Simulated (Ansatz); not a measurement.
A periodic structure is given below.

```xyz
4
Lattice="4.2142 0.0000 0.0042 0.0000 4.2142 0.0000 0.0039 0.0000 3.9051" Properties=species:S:1:pos:R:3 pbc="T T T"
Al    2.1071    2.1071    0.0021
Al    0.0000    0.0000    0.0000
Al    4.2161    2.1071    1.9568
Al    2.1090    0.0000    1.9547
```

### Say what kind of structure these coordinates give.

The element is aluminium. Strictly the space group is I4/mmm (No. 139, within 0.01 Å). It is a distorted form of a face-centred cubic structure, space group Fm-3m (No. 225) within 0.45 Å: face-centred cubic (Cu type). The cell holds four atoms.

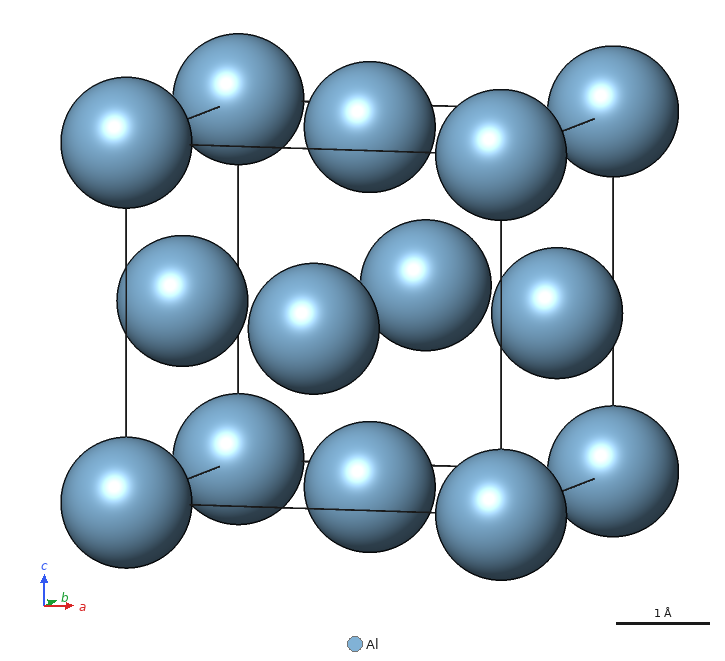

A spheres-only rendering, viewed slightly off an axis. One drawn cell (a repeat of the simulation cell) is framed, with atoms on its boundary repeated. Colours: aluminium light blue.

Provenance: a structure listed in the Materials Project. The cell was then strained or its atoms displaced on purpose. It went into a calculation with Ansatz.
